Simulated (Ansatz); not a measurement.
**Geometry relaxation, with input and output: Ti (part 1 of 2)**

Ti (slab, 5 atoms in the cell), computed with DFT PBE, scalar-relativistic, plane waves, PAW, PAW set soft_1, no spin polarisation (Ansatz 0.2.0).

The structure derives from an entry of the Crystallography Open Database. The input holds or restrains some coordinates. Forces given for the steps count only the free coordinates. Figures and captions count atoms from 1; the log counts them from 0 in places.

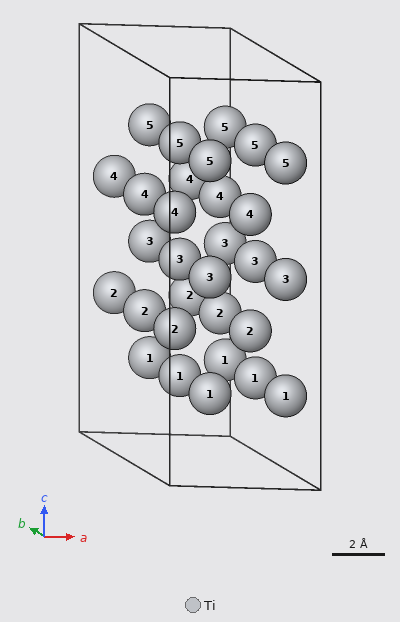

*The structure as given in the input (spheres-only view of the 2 × 3 repeat of the cell, with the vacuum cut short, seen slightly off an axis; atoms are numbered from 1 in the order of the input). An atom can appear more than once, as a periodic image.*

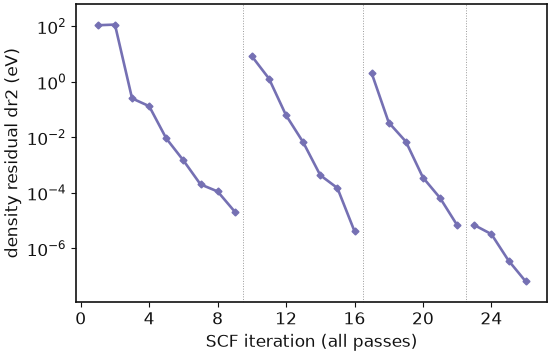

*Convergence of the self-consistent field: density residual dr2 against the SCF iteration. The dotted lines part the SCF passes of the relaxation: geometry steps, rejected trials and re-solves on a re-selected basis.*

The passes take 9, 7, 6 and 4 iterations.

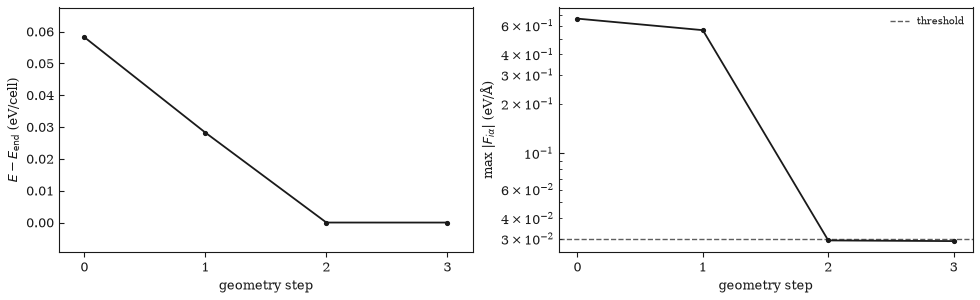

*Progress of the restrained relaxation, step by step (the first geometry is step 0 here and step 1 in the log).*

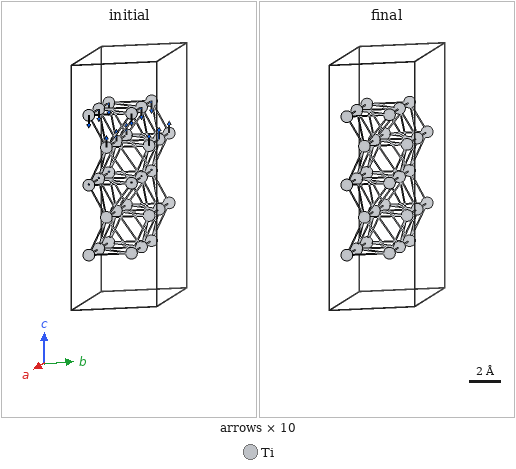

*Before (left) and after (right) the restrained relaxation, at one scale (ball-and-stick view of the 3 × 2 repeat of the cell, with the vacuum cut short, seen slightly off an axis). The blue arrows give the displacements, magnified 10 times.*

Over 3 geometry steps the energy falls by 58.3 meV per cell of the calculation. Largest force component: 0.66 eV/Å at the start, 0.029 eV/Å at the end. Ti5 moves most: 0.089 Å. The cell stays as it was. Among the contacts that change: Ti4–Ti5 2.878 → 2.740 Å, Ti3–Ti4 2.878 → 2.934 Å, Ti2–Ti3 2.878 → 2.891 Å. (Atoms are counted from 1 in the order of the input.)

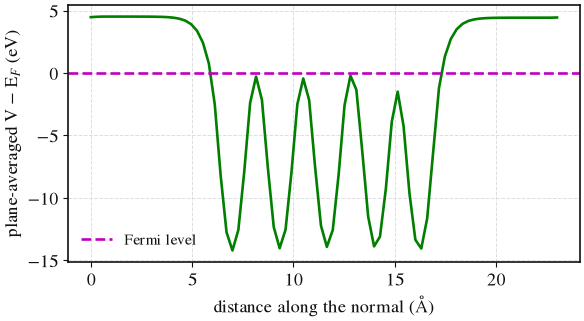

*Plane average of the electrostatic potential energy of an electron across the cell, from the Fermi level.*

The vacuum level lies 4.43 eV above the Fermi level on the upper side and 4.52 eV on the lower.

The input and output of the run follow.

Input
```yaml
crystal:
  lattice:
    - [2.9381632086, 0.0, 0.0]
    - [-1.4690816043, 2.5445239791, 0.0]
    - [0.0, 0.0, 23.300930837]
  atoms:
    - { symbol: Ti, position: [0.6666666667, 0.3333333333, 0.3004171829] }
    - { symbol: Ti, position: [0.3333333333, 0.6666666667, 0.4002085914] }
    - { symbol: Ti, position: [0.6666666667, 0.3333333333, 0.5] }
    - { symbol: Ti, position: [0.3333333333, 0.6666666667, 0.5997914086] }
    - { symbol: Ti, position: [0.6666666667, 0.3333333333, 0.6995828171] }
basis:
  ecutwfc: 420
kpoints:
  mp_grid: { grid: [12, 12, 1] }
hamiltonian:
  xc: pbe
  pseudopotentials: { kind: paw, azcp: { folder: soft_1 } }
scf:
  occupations: { method: gaussian, width: 0.1 }
output:
  forces: true
  eigenvalues: true
relax:
  adjacent_minimum: "off"
  f_tol: 0.03
  max_steps: 50
  constraints: [{ sites: [0, 1] }]
efield:
  axis: 3
  dipole_correction: true
  ramp_width: 0.04
```

Run as:
```bash
ansatz run input.yaml --threads 1 --pin off --max-ram 3072MiB --backend cpu --events-out ev --progress --plain --runs-dir out
```

Log
```
Engine: ansatz 0.2.0, aarch64-unknown-linux-gnu
Pseudopotentials: kind: paw
Pseudopotential: Ti, paw, valence charge 12, recommended cutoff 420 eV (normal), [file]
Functional definition: PBE
  parameter kappa = 0.804
  parameter beta = 0.06672455060314922
  exchange = pbe_x(kappa = kappa, mu = beta*pi^2/3)
  correlation = pbe_c(beta = beta)
Crystal: 5 atoms, lattice volume = 174.203 Å³
Basis set: ecut = 420 eV, 3353 PW (Γ), exchange–correlation on 40×40×320 points (8 copies of the dense FFT grid, shifted against one another)
Bands: 36, of which v1, the nominal top of the filled ones, is band 30 counted from 1 (29 counted from 0)
Symmetry: 6 space group operations
k-points: 19 of 144 (time reversal used)
Non-local potential: Ti, projectors of the file, l = 0: 3, l = 1: 2, l = 2: 3, l = 3: 1
PAW form: soft (Blöchl's): semilocal exchange-correlation on the pseudo side does not see the compensation charge
PAW one-centre angular grid: Ti, 590 points (default); XC on 64 Gauss nodes
Initial density: superposition of atomic densities (neutral atoms: chi_scale 0, normalization atom)
Initial wavefunctions: pseudopotential atomic-orbital guess
Functional: x = pbe(κ = 0.804, μ = 0.2195149727645171), c = pbe(β = 0.06672455060314922)
SCF iter   1: F=—  HF=-12500.371392 eV  |F-HF|=—  |Δ(HF+E_count)|=         —  Δρ=6.43e-2  dr2=1.09e2  ethr=3.10e-3  p=0.000 e·Å  D=8.80e-14 V/Å  ΔV_dip=-0.00 eV  dr2_dipole=1.13e-9  V_vac-E_F(+/−)=8.00/8.00 eV  ⟨swp⟩=9.2  Hψ=3250  notcnv=0
efield: sawtooth ramp at fractional position 0.9800 (placed from the atoms, in the widest stretch of the axis that holds none; the zero of the levels goes with the place), width 0.0400; the density the first Hamiltonian is built on has a dipole p = 0.000 e·Å; the dipole correction subtracts the counter field D = 8.80e-14 V/Å, which shifts the + side's vacuum level by -0.00 eV against the − side's; the planar-averaged density in the ramp window peaks in size at 1.9e-6 e/Å³
preconditioner: auto → LDOS  [metal: Δε(μ)=0.026 eV  Ē_g=2.633 eV  σ=0.100 eV  W_gap=0.15  n_scr=16 (ndim 8)  ℏωp=12.6 eV  f_vac=0.417  D(μ)=8.35/eV (n_scr^D=86)  β→1.0]
SCF iter   2: F=—  HF=-12499.674631 eV  |F-HF|=—  |Δ(HF+E_count)|=   6.97e-1  Δρ=6.58e-2  dr2=1.15e2  ethr=3.10e-3  p=0.000 e·Å  D=2.57e-5 V/Å  ΔV_dip=-0.00 eV  dr2_dipole=2.43e-6  V_vac-E_F(+/−)=2.04/2.04 eV  ⟨swp⟩=6.3  Hψ=2373  notcnv=0  defer=4
SCF iter   3: F=—  HF=-12496.385884 eV  |F-HF|=—  |Δ(HF+E_count)|=    3.29e0  Δρ=9.09e-3  dr2=2.53e-1  ethr=3.10e-3  p=-0.000 e·Å  D=-9.01e-6 V/Å  ΔV_dip=0.00 eV  dr2_dipole=4.78e-8  V_vac-E_F(+/−)=4.86/4.86 eV  ⟨swp⟩=5.4  Hψ=1863  notcnv=0  defer=13
SCF iter   4: F=—  HF=-12496.409116 eV  |F-HF|=—  |Δ(HF+E_count)|=   2.32e-2  Δρ=4.52e-3  dr2=1.33e-1  ethr=4.21e-4  p=-0.000 e·Å  D=-2.79e-5 V/Å  ΔV_dip=0.00 eV  dr2_dipole=3.66e-8  V_vac-E_F(+/−)=4.75/4.75 eV  ⟨swp⟩=2.7  Hψ=1061  notcnv=0  defer=7
SCF iter   5: F=—  HF=-12496.409951 eV  |F-HF|=—  |Δ(HF+E_count)|=   8.36e-4  Δρ=1.96e-3  dr2=9.13e-3  ethr=2.21e-4  p=-0.000 e·Å  D=-1.93e-5 V/Å  ΔV_dip=0.00 eV  dr2_dipole=1.42e-7  V_vac-E_F(+/−)=4.65/4.65 eV  ⟨swp⟩=3.1  Hψ=1033  notcnv=0  defer=6
SCF iter   6: F=—  HF=-12496.409893 eV  |F-HF|=—  |Δ(HF+E_count)|=   5.83e-5  Δρ=6.18e-4  dr2=1.48e-3  ethr=1.52e-5  p=-0.000 e·Å  D=-1.46e-5 V/Å  ΔV_dip=0.00 eV  dr2_dipole=1.88e-8  V_vac-E_F(+/−)=4.61/4.61 eV  ⟨swp⟩=3.4  Hψ=1151  notcnv=0  defer=5
SCF iter   7: F=—  HF=-12496.410492 eV  |F-HF|=—  |Δ(HF+E_count)|=   5.99e-4  Δρ=2.54e-4  dr2=2.03e-4  ethr=2.47e-6  p=-0.000 e·Å  D=-4.39e-6 V/Å  ΔV_dip=0.00 eV  dr2_dipole=4.69e-9  V_vac-E_F(+/−)=4.54/4.54 eV  ⟨swp⟩=2.2  Hψ=842  notcnv=0  defer=5
SCF iter   8: F=—  HF=-12496.410501 eV  |F-HF|=—  |Δ(HF+E_count)|=   9.15e-6  Δρ=1.32e-4  dr2=1.13e-4  ethr=3.38e-7  p=-0.000 e·Å  D=-7.27e-7 V/Å  ΔV_dip=0.00 eV  dr2_dipole=5.69e-11  V_vac-E_F(+/−)=4.52/4.52 eV  ⟨swp⟩=2.8  Hψ=1224  notcnv=0  defer=5
SCF iter   9: F=-12496.410488 eV  HF=-12496.410506 eV  |F-HF|=1.72e-5  |Δ(HF+E_count)|=   4.33e-6  Δρ=3.53e-5  dr2=2.12e-5  ethr=3.75e-8  p=0.000 e·Å  D=5.05e-8 V/Å  ΔV_dip=-0.00 eV  dr2_dipole=2.77e-10  V_vac-E_F(+/−)=4.51/4.51 eV  ⟨swp⟩=11.1  Hψ=3472  notcnv=0
SCF 1 converged in 9 iterations: F = -12496.410488 eV  dr2 = 2.12e-5
  greatest PAW one-centre occupation: 0.999 electrons in one spin orbital (limit 2), on the Ti atom at site 2 (counted from 0), in its partial waves of l = 0
relax step   1: F+E_penalty+E_count = -12496.41048845 eV  Δ(F+E_penalty+E_count) = +0.000e0 eV  max|allowed force component| = 6.614e-1 eV/Å  Δτ_max = 0.0000 Å  (9 SCF iters, dr2 threshold 2.25e-5 eV, accepted)
Initial density: handed on by an earlier stage of this run
Initial wavefunctions: those handed on with the density
SCF iter   1: F=—  HF=-12496.636197 eV  |F-HF|=—  |Δ(HF+E_count)|=         —  Δρ=1.88e-2  dr2=8.38e0  ethr=3.10e-3  p=-0.000 e·Å  D=-9.55e-7 V/Å  ΔV_dip=0.00 eV  dr2_dipole=3.01e0  V_vac-E_F(+/−)=4.55/4.55 eV  ⟨swp⟩=5.4  Hψ=1845  notcnv=0  defer=2
efield: sawtooth ramp at fractional position 0.9800 (handed on by an earlier solve), width 0.0400; the density the first Hamiltonian is built on has a dipole p = -0.000 e·Å; the dipole correction subtracts the counter field D = -9.55e-7 V/Å, which shifts the + side's vacuum level by +0.00 eV against the − side's; the planar-averaged density in the ramp window peaks in size at 8.0e-6 e/Å³
preconditioner: auto → LDOS  [metal: Δε(μ)=0.010 eV  Ē_g=2.173 eV  σ=0.100 eV  W_gap=0.05  n_scr=16 (ndim 8)  ℏωp=12.6 eV  f_vac=0.439  D(μ)=7.88/eV (n_scr^D=86)  β→1.0]
SCF iter   2: F=—  HF=-12496.497057 eV  |F-HF|=—  |Δ(HF+E_count)|=   1.39e-1  Δρ=1.24e-2  dr2=1.31e0  ethr=3.10e-3  p=0.014 e·Å  D=1.48e-2 V/Å  ΔV_dip=-0.34 eV  dr2_dipole=2.52e-4  V_vac-E_F(+/−)=4.19/4.53 eV  ⟨swp⟩=2.5  Hψ=1147  notcnv=0
SCF iter   3: F=—  HF=-12496.445447 eV  |F-HF|=—  |Δ(HF+E_count)|=   5.16e-2  Δρ=2.82e-3  dr2=6.22e-2  ethr=2.18e-3  p=0.007 e·Å  D=6.83e-3 V/Å  ΔV_dip=-0.16 eV  dr2_dipole=1.29e-2  V_vac-E_F(+/−)=4.37/4.53 eV  ⟨swp⟩=2.4  Hψ=1062  notcnv=0  defer=1
SCF iter   4: F=—  HF=-12496.440186 eV  |F-HF|=—  |Δ(HF+E_count)|=   5.26e-3  Δρ=7.75e-4  dr2=6.67e-3  ethr=1.04e-4  p=0.007 e·Å  D=7.10e-3 V/Å  ΔV_dip=-0.17 eV  dr2_dipole=3.64e-3  V_vac-E_F(+/−)=4.35/4.52 eV  ⟨swp⟩=2.1  Hψ=998  notcnv=0  defer=1
SCF iter   5: F=—  HF=-12496.440405 eV  |F-HF|=—  |Δ(HF+E_count)|=   2.19e-4  Δρ=2.93e-4  dr2=4.33e-4  ethr=1.11e-5  p=0.007 e·Å  D=6.91e-3 V/Å  ΔV_dip=-0.16 eV  dr2_dipole=2.20e-6  V_vac-E_F(+/−)=4.36/4.52 eV  ⟨swp⟩=1.8  Hψ=780  notcnv=0  defer=1
SCF iter   6: F=—  HF=-12496.440456 eV  |F-HF|=—  |Δ(HF+E_count)|=   5.17e-5  Δρ=1.26e-4  dr2=1.50e-4  ethr=7.22e-7  p=0.007 e·Å  D=6.80e-3 V/Å  ΔV_dip=-0.16 eV  dr2_dipole=7.35e-5  V_vac-E_F(+/−)=4.36/4.52 eV  ⟨swp⟩=2.0  Hψ=868  notcnv=0  defer=1
SCF iter   7: F=-12496.440485 eV  HF=-12496.440483 eV  |F-HF|=2.44e-6  |Δ(HF+E_count)|=   2.66e-5  Δρ=4.82e-5  dr2=4.17e-6  ethr=4.56e-8  p=0.006 e·Å  D=6.63e-3 V/Å  ΔV_dip=-0.15 eV  dr2_dipole=3.89e-7  V_vac-E_F(+/−)=4.36/4.52 eV  ⟨swp⟩=7.7  Hψ=2815  notcnv=0
SCF 2 converged in 7 iterations: F = -12496.440485 eV  dr2 = 4.17e-6
relax step   2: F+E_penalty+E_count = -12496.44048548 eV  Δ(F+E_penalty+E_count) = -3.000e-2 eV  max|allowed force component| = 5.625e-1 eV/Å  Δτ_max = 0.1455 Å  (7 SCF iters, dr2 threshold 2.73e-5 eV, accepted)
```
